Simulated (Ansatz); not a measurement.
## Electronic structure of Si (cell with a defect) in real space

Input file:

```
crystal:
  lattice:
    - [10.86, 0.0, 0.0]
    - [0.0, 10.86, 0.0]
    - [0.0, 0.0, 10.86]
  atoms:
    - { symbol: Si, position: [0.5, 0.0, 0.0] }
    - { symbol: Si, position: [0.625, 0.125, 0.125] }
    - { symbol: Si, position: [0.75, 0.25, 0.0] }
    - { symbol: Si, position: [1.0, 0.5, 0.0] }
    - { symbol: Si, position: [0.75, 0.0, 0.25] }
    - { symbol: Si, position: [0.875, 0.125, 0.375] }
    - { symbol: Si, position: [0.0, 0.0, 0.0] }
    - { symbol: Si, position: [0.125, 0.125, 0.125] }
    - { symbol: Si, position: [0.25, 0.25, 0.0] }
    - { symbol: Si, position: [0.375, 0.375, 0.125] }
    - { symbol: Si, position: [0.5, 0.5, 0.0] }
    - { symbol: Si, position: [0.625, 0.625, 0.125] }
    - { symbol: Si, position: [0.75, 0.75, 0.0] }
    - { symbol: Si, position: [0.875, 0.875, 0.125] }
    - { symbol: Si, position: [0.25, 0.0, 0.25] }
    - { symbol: Si, position: [0.375, 0.125, 0.375] }
    - { symbol: Si, position: [0.5, 0.25, 0.25] }
    - { symbol: Si, position: [0.625, 0.375, 0.375] }
    - { symbol: Si, position: [0.75, 0.5, 0.25] }
    - { symbol: Si, position: [0.875, 0.625, 0.375] }
    - { symbol: Si, position: [0.5, 0.0, 0.5] }
    - { symbol: Si, position: [0.625, 0.125, 0.625] }
    - { symbol: Si, position: [0.75, 0.25, 0.5] }
    - { symbol: Si, position: [0.875, 0.375, 0.625] }
    - { symbol: Si, position: [0.75, 0.0, 0.75] }
    - { symbol: Si, position: [0.875, 0.125, 0.875] }
    - { symbol: Si, position: [0.125, 0.625, 0.125] }
    - { symbol: Si, position: [0.25, 0.75, 0.0] }
    - { symbol: Si, position: [0.375, 0.875, 0.125] }
    - { symbol: Si, position: [0.0, 0.25, 0.25] }
    - { symbol: Si, position: [0.125, 0.375, 0.375] }
    - { symbol: Si, position: [0.25, 0.5, 0.25] }
    - { symbol: Si, position: [0.375, 0.625, 0.375] }
    - { symbol: Si, position: [0.5, 0.75, 0.25] }
    - { symbol: Si, position: [0.625, 0.875, 0.375] }
    - { symbol: Si, position: [0.0, 0.0, 0.5] }
    - { symbol: Si, position: [0.125, 0.125, 0.625] }
    - { symbol: Si, position: [0.25, 0.25, 0.5] }
    - { symbol: Si, position: [0.375, 0.375, 0.625] }
    - { symbol: Si, position: [0.5, 0.5, 0.5] }
    - { symbol: Si, position: [0.625, 0.625, 0.625] }
    - { symbol: Si, position: [0.75, 0.75, 0.5] }
    - { symbol: Si, position: [0.875, 0.875, 0.625] }
    - { symbol: Si, position: [0.25, 0.0, 0.75] }
    - { symbol: Si, position: [0.375, 0.125, 0.875] }
    - { symbol: Si, position: [0.5, 0.25, 0.75] }
    - { symbol: Si, position: [0.625, 0.375, 0.875] }
    - { symbol: Si, position: [0.75, 0.5, 0.75] }
    - { symbol: Si, position: [0.875, 0.625, 0.875] }
    - { symbol: Si, position: [0.0, 0.75, 0.25] }
    - { symbol: Si, position: [0.125, 0.875, 0.375] }
    - { symbol: Si, position: [0.0, 0.5, 0.5] }
    - { symbol: Si, position: [0.125, 0.625, 0.625] }
    - { symbol: Si, position: [0.25, 0.75, 0.5] }
    - { symbol: Si, position: [0.375, 0.875, 0.625] }
    - { symbol: Si, position: [0.0, 0.25, 0.75] }
    - { symbol: Si, position: [0.125, 0.375, 0.875] }
    - { symbol: Si, position: [0.25, 0.5, 0.75] }
    - { symbol: Si, position: [0.375, 0.625, 0.875] }
    - { symbol: Si, position: [0.5, 0.75, 0.75] }
    - { symbol: Si, position: [0.625, 0.875, 0.875] }
    - { symbol: Si, position: [0.0, 0.75, 0.75] }
    - { symbol: Si, position: [0.125, 0.875, 0.875] }
basis:
  ecutwfc: 420.0
kpoints:
  mp_grid: { grid: [1, 1, 1] }
hamiltonian:
  xc: pbe
  pseudopotentials: { kind: paw, azcp: { folder: soft_1 } }
scf:
  occupations: { method: gaussian, width: 0.05 }
  lower_state_search: "off"
relax:
  f_tol: 0.03
  max_steps: 60
  adjacent_minimum: "off"
output:
  write_density: true
  write_potential: true
  elf: true
  volumetric_format: npy
```

Command:

```sh
ansatz run input.yaml --threads 4 --pin off --max-ram 10240MiB --backend cpu --events-out ev --progress --plain --runs-dir out
```

The fields are those of the run's last geometry, not of the input's.

PAW files of the earlier set (soft_1).

Computed with DFT PBE, scalar-relativistic, plane waves, PAW (Ansatz).

The density is the valence pseudo-density of a PAW calculation; it isn't the true density close to the nuclei.

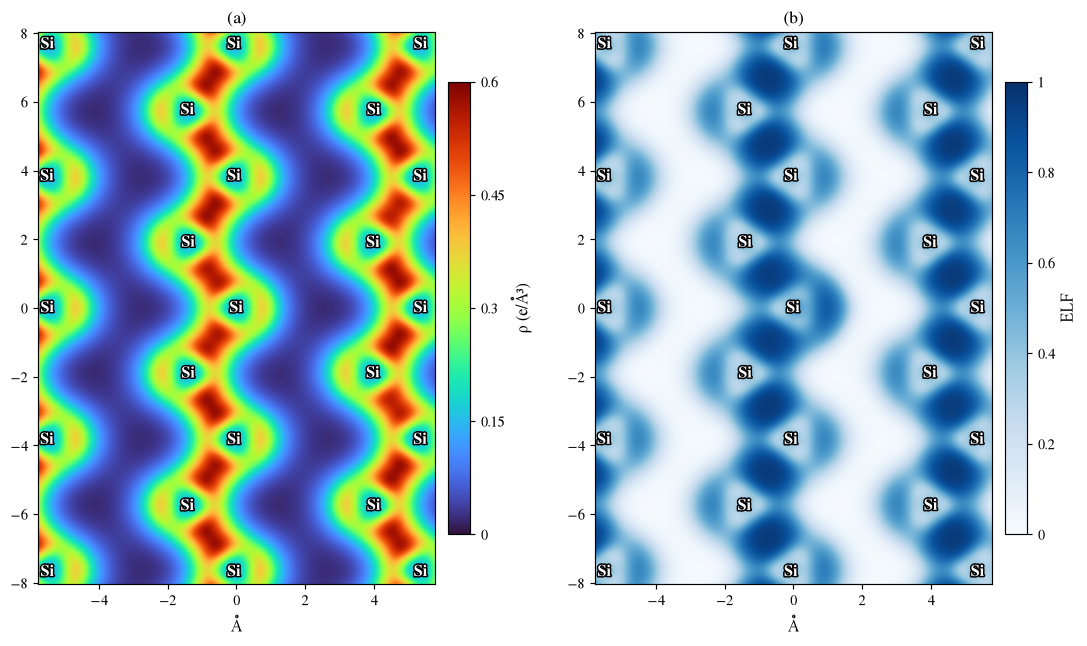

Figure 1. (a) valence pseudo-density; (b) electron localisation function on the (110) plane of the calculation cell.

Q: What do the fields say about this system?

A: The section cuts through Si sites. Si–Si (2.35 Å): the density is about 0.58 e/Å³ at the midpoint; the ELF peaks at about 0.95 between the atoms. Between the atoms the lowest density in this plane is 0.02 e/Å³.

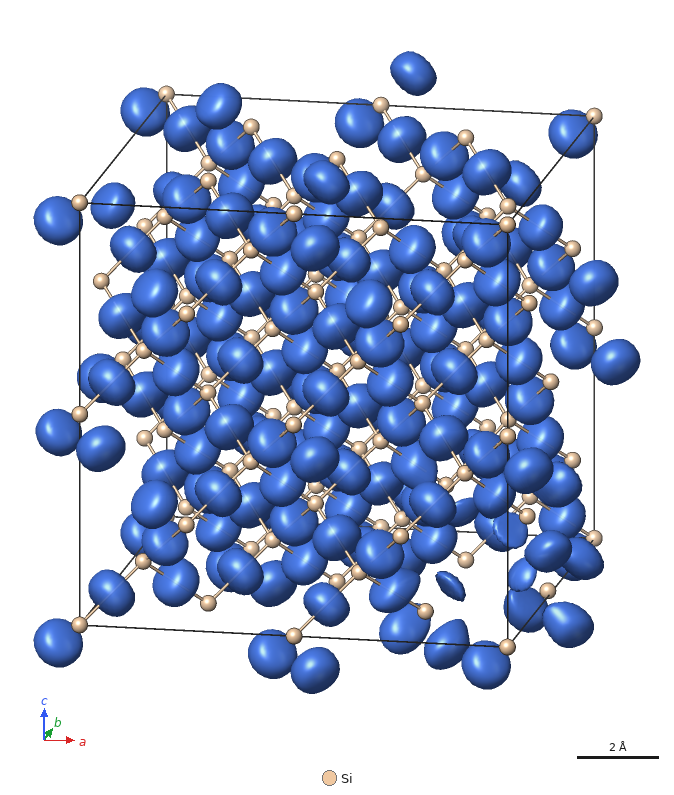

Figure 2. Isosurface of the electron localisation function at 0.85 (blue), seen slightly off an axis. Only the valence region is drawn (cores and ρ < 0.01 e/Å³ removed). Sticks mark near contacts.

Q: What do the ELF domains correspond to?

A: The ELF exceeds this value in 124 regions between bonded Si–Si atoms and four lobes on Si, pointing away from the bonds (lone pairs), counted in one cell of 63 atoms. Regions shared between cells count once.

Q: Does the calculation make it a metal, or give it a gap?

A: It is metallic or semimetallic at this level of theory: no gap opens.
